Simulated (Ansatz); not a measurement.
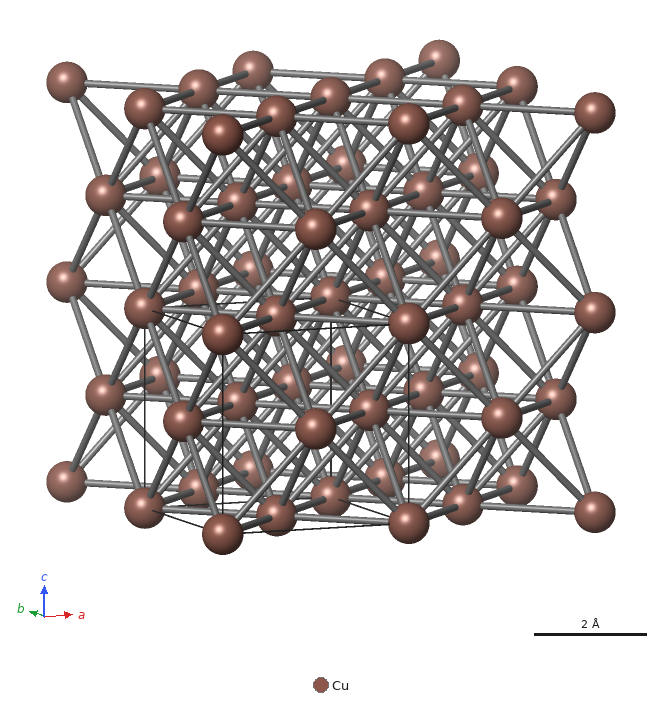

Figure 1. The input geometry (ball-and-stick view of the cell 4 times as large as that of the calculation, set on its symmetry axes, repeated 2 × 2 × 2, seen slightly off an axis). Near neighbours in the crystal (not all of them lie inside the picture): Cu has 12 Cu at 2.56 Å.

# Geometry relaxation, with input and output: Cu

The run: geometry relaxation of Cu (Fm-3m, 1 atom in the cell). Method and program: DFT PBE, scalar-relativistic, plane waves, PAW, no spin polarisation (Ansatz 0.2.0).

The structure derives from an entry of the Crystallography Open Database.

### The program's output
```
Engine: ansatz 0.2.0, x86_64-unknown-linux-gnu
Pseudopotentials: kind: paw
Pseudopotential: Cu, paw, valence charge 19, recommended cutoff 420 eV (normal), Cu.paw.azcp
Functional definition: PBE
  parameter kappa = 0.804
  parameter beta = 0.06672455060314922
  exchange = pbe_x(kappa = kappa, mu = beta*pi^2/3)
  correlation = pbe_c(beta = beta)
Crystal: 1 atoms, lattice volume = 11.810 Å³
Basis set: ecut = 420 eV, 259 PW (Γ), exchange–correlation on 36×36×36 points (8 copies of the dense FFT grid, shifted against one another)
Bands: 14, of which v1, the nominal top of the filled ones, is band 10 counted from 1 (9 counted from 0)
Symmetry: 48 space group operations
Space group: Fm-3m (ITA 225), of the structure as read, at distance tolerance 2.3e-5 Å
k-points: 256 of 8000
Non-local potential: Cu, projectors of the file, l = 0: 3, l = 1: 2, l = 2: 3, l = 3: 1
PAW form: soft (Blöchl's): semilocal exchange-correlation on the pseudo side does not see the compensation charge
PAW one-centre angular grid: Cu, 590 points (default); XC on 64 Gauss nodes
Initial density: superposition of atomic densities (neutral atoms: chi_scale 0, normalization atom), corrected by the library's trained network
Initial wavefunctions: pseudopotential atomic-orbital guess
Functional: x = pbe(κ = 0.804, μ = 0.2195149727645171), c = pbe(β = 0.06672455060314922)
SCF iter   1: F=—  HF=-6625.174910 eV  |F-HF|=—  |Δ(HF+E_count)|=         —  Δρ=1.00e-3  dr2=5.20e-5  ethr=1.77e-3  ⟨swp⟩=5.3  Hψ=17845  notcnv=0
preconditioner: auto → none  [metal: Δε(μ)=0.064 eV  Ē_g=17.049 eV  σ=0.100 eV  W_gap=0.33  n_scr=0 (ndim 8)  ℏωp=35.8 eV  f_vac=0.000  D(μ)=0.27/eV (n_scr^D=0)]
SCF iter   2: F=—  HF=-6625.175032 eV  |F-HF|=—  |Δ(HF+E_count)|=   1.22e-4  Δρ=3.78e-4  dr2=4.41e-6  ethr=2.74e-7  ⟨swp⟩=2.3  Hψ=8275  notcnv=0
SCF iter   3: F=—  HF=-6625.175046 eV  |F-HF|=—  |Δ(HF+E_count)|=   1.34e-5  Δρ=1.03e-4  dr2=3.65e-7  ethr=2.32e-8  ⟨swp⟩=2.2  Hψ=4615  notcnv=0
iter 4 did not close the SCF: its close was put off for the readings that it lacked (scf_convergence_deferred on its scf_iter line)
SCF iter   4: F=-6625.175047 eV  HF=-6625.175047 eV  |F-HF|=2.88e-9  |Δ(HF+E_count)|=   9.55e-7  Δρ=5.11e-6  dr2=1.18e-9  ethr=1.92e-9  ⟨swp⟩=2.1  Hψ=4602  notcnv=0
iter 5 did not close the SCF: its close was put off for the readings that it lacked (scf_convergence_deferred on its scf_iter line)
SCF iter   5: F=-6625.175047 eV  HF=-6625.175047 eV  |F-HF|=2.84e-10  |Δ(HF+E_count)|=  7.19e-11  Δρ=2.20e-6  dr2=1.07e-10  ethr=6.20e-12  ⟨swp⟩=2.0  Hψ=5838  notcnv=0
SCF iter   6: F=-6625.175047 eV  HF=-6625.175047 eV  |F-HF|=3.64e-12  |Δ(HF+E_count)|=  3.23e-10  Δρ=1.43e-7  dr2=1.01e-12  ethr=1.00e-12  ⟨swp⟩=4.8  Hψ=16627  notcnv=0
SCF 1 converged in 6 iterations: F = -6625.175047 eV  dr2 = 1.01e-12
  greatest PAW one-centre occupation: 1.000 electrons in one spin orbital (limit 2), on the Cu atom at site 0 (counted from 0), in its partial waves of l = 0
relax step   1: F+E_penalty+E_count = -6625.17504671 eV  Δ(F+E_penalty+E_count) = +0.000e0 eV  max|allowed force component| = 0.000e0 eV/Å  Δτ_max = 0.0000 Å  P = +1.780 GPa  Ω = 11.810 Å³  (6 SCF iters, accepted)
Crystal: 1 atoms, lattice volume = 11.883 Å³
Initial density: handed on by an earlier stage of this run
Initial wavefunctions: those handed on with the density
iter 1 solved again at ethr=2.12e-6 eV; its pass at ethr=3.10e-3 eV (dr2=4.03e-4 eV) is discarded
SCF iter   1: F=—  HF=-6625.175681 eV  |F-HF|=—  |Δ(HF+E_count)|=         —  Δρ=2.30e-3  dr2=4.05e-4  ethr=2.12e-6  ⟨swp⟩=1.8  Hψ=21216  notcnv=0
preconditioner: auto → none  [metal: Δε(μ)=0.065 eV  Ē_g=16.987 eV  σ=0.100 eV  W_gap=0.34  n_scr=0 (ndim 8)  ℏωp=35.7 eV  f_vac=0.000  D(μ)=0.27/eV (n_scr^D=0)]
SCF iter   2: F=—  HF=-6625.175599 eV  |F-HF|=—  |Δ(HF+E_count)|=   8.25e-5  Δρ=1.80e-4  dr2=2.38e-6  ethr=2.12e-6  ⟨swp⟩=2.2  Hψ=4882  notcnv=0
SCF iter   3: F=—  HF=-6625.175591 eV  |F-HF|=—  |Δ(HF+E_count)|=   8.12e-6  Δρ=1.26e-4  dr2=1.59e-6  ethr=1.25e-8  ⟨swp⟩=2.4  Hψ=5869  notcnv=0
iter 4 did not close the SCF: its close was put off for the readings that it lacked (scf_convergence_deferred on its scf_iter line)
SCF iter   4: F=-6625.175590 eV  HF=-6625.175590 eV  |F-HF|=1.38e-8  |Δ(HF+E_count)|=   4.16e-7  Δρ=1.42e-5  dr2=5.95e-9  ethr=8.39e-9  ⟨swp⟩=2.2  Hψ=5035  notcnv=0
iter 5 did not close the SCF: its close was put off for the readings that it lacked (scf_convergence_deferred on its scf_iter line)
SCF iter   5: F=-6625.175590 eV  HF=-6625.175590 eV  |F-HF|=7.28e-12  |Δ(HF+E_count)|=   1.95e-8  Δρ=4.97e-7  dr2=2.33e-11  ethr=3.13e-11  ⟨swp⟩=2.0  Hψ=6039  notcnv=0
SCF iter   6: F=-6625.175590 eV  HF=-6625.175590 eV  |F-HF|=0.00e0  |Δ(HF+E_count)|=  2.73e-12  Δρ=6.39e-8  dr2=2.74e-13  ethr=1.00e-12  ⟨swp⟩=4.0  Hψ=14543  notcnv=0
SCF 2 converged in 6 iterations: F = -6625.175590 eV  dr2 = 2.74e-13
relax step   2: F+E_penalty+E_count = -6625.17559045 eV  Δ(F+E_penalty+E_count) = -5.437e-4 eV  max|allowed force component| = 0.000e0 eV/Å  Δτ_max = 0.0000 Å  P = +0.888 GPa  Ω = 11.883 Å³  energy of the carried Pulay correction = -5.692e-5 eV  (6 SCF iters, accepted)
Crystal: 1 atoms, lattice volume = 11.956 Å³
iter 1 solved again at ethr=2.14e-6 eV; its pass at ethr=3.10e-3 eV (dr2=4.06e-4 eV) is discarded
SCF iter   1: F=—  HF=-6625.175825 eV  |F-HF|=—  |Δ(HF+E_count)|=         —  Δρ=2.31e-3  dr2=4.09e-4  ethr=2.14e-6  ⟨swp⟩=1.9  Hψ=21340  notcnv=0
preconditioner: auto → none  [metal: Δε(μ)=0.064 eV  Ē_g=16.915 eV  σ=0.100 eV  W_gap=0.34  n_scr=0 (ndim 8)  ℏωp=35.6 eV  f_vac=0.000  D(μ)=0.27/eV (n_scr^D=0)]
SCF iter   2: F=—  HF=-6625.175742 eV  |F-HF|=—  |Δ(HF+E_count)|=   8.25e-5  Δρ=1.79e-4  dr2=2.44e-6  ethr=2.14e-6  ⟨swp⟩=2.1  Hψ=4873  notcnv=0
SCF iter   3: F=—  HF=-6625.175739 eV  |F-HF|=—  |Δ(HF+E_count)|=   3.08e-6  Δρ=1.26e-4  dr2=1.61e-6  ethr=1.29e-8  ⟨swp⟩=2.4  Hψ=5835  notcnv=0
iter 4 did not close the SCF: its close was put off for the readings that it lacked (scf_convergence_deferred on its scf_iter line)
SCF iter   4: F=-6625.175739 eV  HF=-6625.175739 eV  |F-HF|=1.29e-8  |Δ(HF+E_count)|=   4.26e-7  Δρ=1.38e-5  dr2=5.77e-9  ethr=8.49e-9  ⟨swp⟩=2.2  Hψ=5009  notcnv=0
iter 5 did not close the SCF: its close was put off for the readings that it lacked (scf_convergence_deferred on its scf_iter line)
SCF iter   5: F=-6625.175739 eV  HF=-6625.175739 eV  |F-HF|=6.37e-12  |Δ(HF+E_count)|=   1.85e-8  Δρ=4.71e-7  dr2=1.97e-11  ethr=3.04e-11  ⟨swp⟩=2.0  Hψ=6036  notcnv=0
SCF iter   6: F=-6625.175739 eV  HF=-6625.175739 eV  |F-HF|=9.09e-13  |Δ(HF+E_count)|=  3.64e-12  Δρ=6.28e-8  dr2=2.61e-13  ethr=1.00e-12  ⟨swp⟩=4.0  Hψ=14452  notcnv=0
SCF 3 converged in 6 iterations: F = -6625.175739 eV  dr2 = 2.61e-13
relax step   3: F+E_penalty+E_count = -6625.17573893 eV  Δ(F+E_penalty+E_count) = -1.485e-4 eV  max|allowed force component| = 0.000e0 eV/Å  Δτ_max = 0.0000 Å  P = +0.022 GPa  Ω = 11.956 Å³  energy of the carried Pulay correction = -1.139e-4 eV  (6 SCF iters, accepted)
Initial wavefunctions: pseudopotential atomic-orbital guess (no wavefunctions were taken with the density)
iter 1 solved again at ethr=6.38e-9 eV; its pass at ethr=3.10e-3 eV (dr2=1.21e-6 eV) is discarded
SCF iter   1: F=—  HF=-6625.175682 eV  |F-HF|=—  |Δ(HF+E_count)|=         —  Δρ=6.92e-4  dr2=1.19e-6  ethr=6.38e-9  ⟨swp⟩=3.1  Hψ=28716  notcnv=0
preconditioner: auto → none  [metal: Δε(μ)=0.064 eV  Ē_g=16.901 eV  σ=0.100 eV  W_gap=0.33  n_scr=0 (ndim 8)  ℏωp=35.6 eV  f_vac=0.000  D(μ)=0.27/eV (n_scr^D=0)]
SCF iter   2: F=—  HF=-6625.175807 eV  |F-HF|=—  |Δ(HF+E_count)|=   1.25e-4  Δρ=3.46e-4  dr2=3.06e-7  ethr=6.27e-9  ⟨swp⟩=1.0  Hψ=3584  notcnv=0
SCF iter   3: F=—  HF=-6625.175849 eV  |F-HF|=—  |Δ(HF+E_count)|=   4.18e-5  Δρ=1.44e-5  dr2=8.23e-9  ethr=1.61e-9  ⟨swp⟩=1.2  Hψ=3626  notcnv=0
SCF iter   4: F=—  HF=-6625.175849 eV  |F-HF|=—  |Δ(HF+E_count)|=   2.41e-8  Δρ=1.61e-6  dr2=8.02e-11  ethr=4.33e-11  ⟨swp⟩=2.0  Hψ=4937  notcnv=0
iter 5 did not close the SCF: its close was put off for the readings that it lacked (scf_convergence_deferred on its scf_iter line)
SCF iter   5: F=-6625.175849 eV  HF=-6625.175849 eV  |F-HF|=5.46e-12  |Δ(HF+E_count)|=  4.09e-10  Δρ=2.01e-7  dr2=1.07e-12  ethr=1.00e-12  ⟨swp⟩=1.4  Hψ=4156  notcnv=0
SCF iter   6: F=-6625.175849 eV  HF=-6625.175849 eV  |F-HF|=0.00e0  |Δ(HF+E_count)|=  2.73e-12  Δρ=1.09e-8  dr2=4.54e-15  ethr=1.00e-12  ⟨swp⟩=3.2  Hψ=13237  notcnv=0
SCF 4 converged in 6 iterations: F = -6625.175849 eV  dr2 = 4.54e-15
relax step   4: F+E_penalty+E_count = -6625.17584916 eV  Δ(F+E_penalty+E_count) = -1.102e-4 eV  max|allowed force component| = 0.000e0 eV/Å  Δτ_max = 0.0000 Å  P = +0.005 GPa  Ω = 11.956 Å³  stress off target by 5.45e-3 GPa  SCF on the basis re-selected at this cell (its energy is not comparable with the rows above)  (6 SCF iters)
```

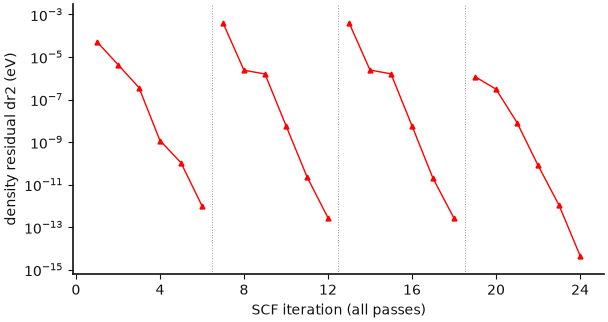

Figure 2. Convergence of the self-consistent field: density residual dr2 against the SCF iteration. The dotted lines part the SCF passes of the relaxation: geometry steps, rejected trials and re-solves on a re-selected basis. The passes take 6, 6, 6 and 6 iterations.

```
basis re-selected at this cell: Δ(F+E_penalty+E_count) = -1.102e-4 eV, ΔP = -0.016 GPa vs the last step (what re-selecting the basis moved, of the pressure what is left beyond the Pulay correction that the steps carried, after the strain that the cell walked since its last selection, with what the two solves' SCF thresholds leave and, on support functions, any second-order correction that the steps lacked; it is no measure of the basis error at this ecutwfc). This SCF's stress stands 5.45e-3 GPa from its target on what of the cell is left free (relax.cell.stress_tol is 5.00e-2 GPa) and its largest allowed force component is 0.00e0 eV/Å (relax.f_tol is 5.00e-3 eV/Å): within both
SCF converged after 6 iterations
Free energy (F): -6625.175849 eV
Harris-Foulkes:  -6625.175849 eV  (|F-HF|=0.00e0)
Internal energy: -6625.174486 eV  (E = F + TS)
E sigma→0 (E₀):  -6625.175167 eV
Entropy (-TS):   -0.001364 eV (-1.364 meV/atom)
Fermi energy:    16.482904 eV
--- Per-component energies (eV) ---
  E_band       = -363.642143
  E_kinetic    = 299.801888
  E_local      = -4072.889860  (includes V_loc(G=0)·N_el)
  E_nonlocal   = 389.923049
  E_hartree    = 1793.515636
  E_xc         = -89.482081
  E_vxc        = -115.469557  (∫ρ·V_xc dr)
  E_paw        = -1662.983690  (= ΣΔE_a)
  E_vpaw       = -452.039184  (= ΣTr[D̂ρ^β])
  E_aug_tail   = 0.000244  (compensation charges beyond the density's cutoff)
  E_ewald      = -3283.059671
  E_smearing   = -0.001364  (= −TS)
  E_closure    = 0.000000  (closes the sum)
  Σ components = -6625.175849   (vs F -6625.175849, Δ=0.00e0)
--- Forces (eV/Å), atoms counted from 1 ---
  atom   1  Cu    -0.00000000    -0.00000000    -0.00000000
  max |Σ_I F_I| component: 1.15e-31 eV/Å
--- Stress (GPa, compression-positive) ---
        0.005447       0.000000       0.000000
        0.000000       0.005447      -0.000000
        0.000000      -0.000000       0.005447
  P = ⅓ Tr σ = 0.0054 GPa (0.054 kbar)
--- Band table (eV; the first three rows and the last of 256) ---
  k-point 0: bands = ["-96.0372", "-53.3521", "-53.3521", "-53.3521", "7.1892", "13.5432", "13.5432", "13.5432", "14.3609", "14.3609", "39.0140", "41.4208", "41.4208", "41.4208"]
  k-point 1: bands = ["-96.0369", "-53.3546", "-53.3525", "-53.3525", "7.2798", "13.5239", "13.5606", "13.5606", "14.3540", "14.3540", "38.4847", "40.2468", "41.1179", "41.1179"]
  k-point 2: bands = ["-96.0359", "-53.3619", "-53.3536", "-53.3536", "7.5490", "13.4702", "13.6071", "13.6071", "14.3385", "14.3385", "36.3994", "39.6837", "40.5300", "40.5300"]
  k-point 255: bands = ["-96.0199", "-53.4204", "-53.4204", "-53.3919", "12.4348", "13.0348", "13.0348", "14.3186", "15.0692", "22.6397", "22.6397", "24.7488", "25.1433", "44.4844"]
--- Relaxed structure (3 steps of the walk, 3 accepted, 1 SCFs on fresh bases) ---
  F+E_penalty+E_count = -6625.17584916 eV   max|allowed force component| = 0.000e0 eV/Å   (the final SCF, on the basis selected at the relaxed cell)
  cell:  # Å, volume = 11.9555 Å³
    - [-1.592303760279878e-36, 1.8148741276566351, 1.8148741276566351]
    - [1.8148741276566351, 1.2380161736176005e-34, 1.8148741276566351]
    - [1.8148741276566351, 1.8148741276566351, 4.179797370734664e-35]
  atoms:
    - { symbol: Cu, position: [0.0, 0.0, 0.0] }
```

### Trajectory as extended XYZ (Å, eV, eV/Å), 4 frames, from step=1 to step=4
```
1
Lattice="0.0000 1.8075 1.8075 1.8075 0.0000 1.8075 1.8075 1.8075 0.0000" Properties=species:S:1:pos:R:3:forces:R:3 step=1 energy=-6625.17505 pressure_GPa=1.78
Cu    0.0000    0.0000    0.0000    0.0000   0.0000   0.0000
1
Lattice="0.0000 1.8112 1.8112 1.8112 0.0000 1.8112 1.8112 1.8112 0.0000" Properties=species:S:1:pos:R:3:forces:R:3 step=2 energy=-6625.17559 pressure_GPa=0.89
Cu    0.0000    0.0000    0.0000    0.0000   0.0000   0.0000
1
Lattice="0.0000 1.8149 1.8149 1.8149 0.0000 1.8149 1.8149 1.8149 0.0000" Properties=species:S:1:pos:R:3:forces:R:3 step=3 energy=-6625.17574 pressure_GPa=0.02
Cu    0.0000    0.0000    0.0000    0.0000   0.0000   0.0000
1
Lattice="0.0000 1.8149 1.8149 1.8149 0.0000 1.8149 1.8149 1.8149 0.0000" Properties=species:S:1:pos:R:3:forces:R:3 step=4 energy=-6625.17585 pressure_GPa=0.01
Cu    0.0000    0.0000    0.0000    0.0000   0.0000   0.0000
```

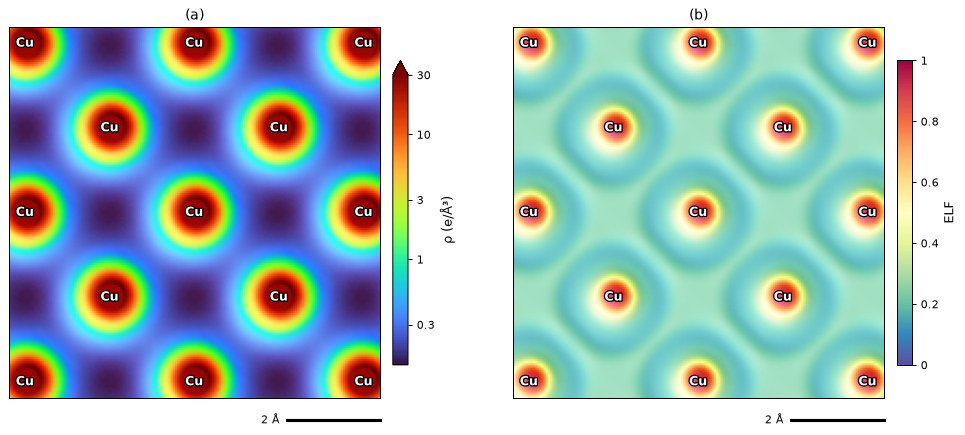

Figure 3. (a) valence electron density; (b) ELF on the (010) plane of the conventional cell. The section cuts through Cu sites. Cu–Cu (2.57 Å): ρ is about 0.26 e/Å³ halfway; the ELF is about 0.20 at the midpoint (no localised pair between them). Away from the nuclei the density in this plane falls to 0.14 e/Å³ at its lowest. The strong features right at Cu lie inside the PAW spheres (semicore, d or f shells) and say nothing about bonding. Core electrons are frozen (PAW), so the fields are smoothed inside the atomic spheres.

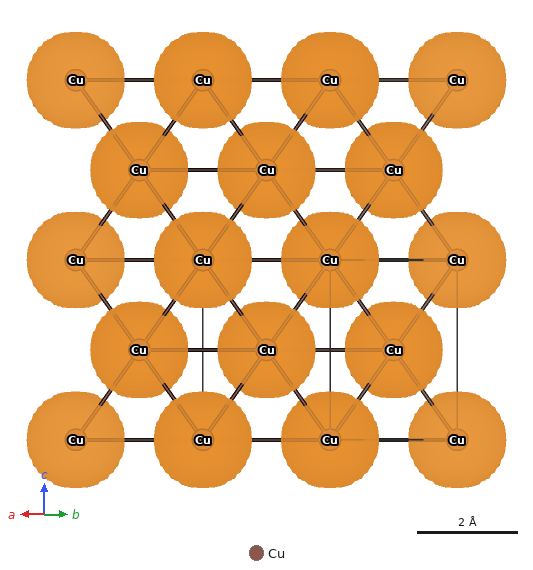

Figure 4. Isosurface of the valence electron density at 0.4 e/Å³ (orange), seen along [110]. Sticks mark near contacts. The outline is the cell set on symmetry axes. At this value the density breaks into separate islands; it holds about 90 % of the electrons treated as valence (semicore included). It is pinched off along the Cu–Cu (2.57 Å) contacts. On the grid the lowest density along these lines, outside the cores, is 0.26 e/Å³ (Cu–Cu, 2.57 Å).

This output came from the following input.

### The input
```yaml
crystal:
  lattice:
    - [0.0, 1.8075, 1.8075]
    - [1.8075, 0.0, 1.8075]
    - [1.8075, 1.8075, 0.0]
  atoms:
    - { symbol: Cu, position: [0.0, 0.0, 0.0] }
basis:
  ecutwfc: 420
kpoints:
  mp_grid: { grid: [20, 20, 20] }
hamiltonian:
  xc: pbe
scf:
  occupations: { method: gaussian, width: 0.1 }
output:
  forces: true
  stress: true
  eigenvalues: true
  write_density: true
  write_potential: true
  elf: true
  volumetric_format: npy
relax:
  adjacent_minimum: "off"
  f_tol: 0.005
  max_steps: 80
  cell: { stress_tol: 0.05 }
```

Run as:
```bash
ansatz run input.yaml --threads 4 --pin off --max-ram 10240MiB --backend cpu --events-out ev --progress --plain --runs-dir out
```

### Key numbers

```tsv
quantity	value
outcome	converged
space group (tolerance 0.01 Å)	Fm-3m (225)
electrons treated	19
free energy	−6625.1758 eV
Fermi energy	16.483 eV
gap on the k-point mesh	none (metallic)
pressure	0.01 GPa
final volume	11.96 Å³
largest force (length of the vector) at the end	under 0.001 eV/Å
final cell	a = 2.567 Å, b = 2.567 Å, c = 2.567 Å, α = 60.00°, β = 60.00°, γ = 60.00°
hardware	4 threads of Intel Xeon @ 2.50GHz (Skylake/Cascade Lake), 64 GiB of memory available, shared host
wall time	3.8 s (CPU time 13 s)
peak memory	0.41 GiB
```
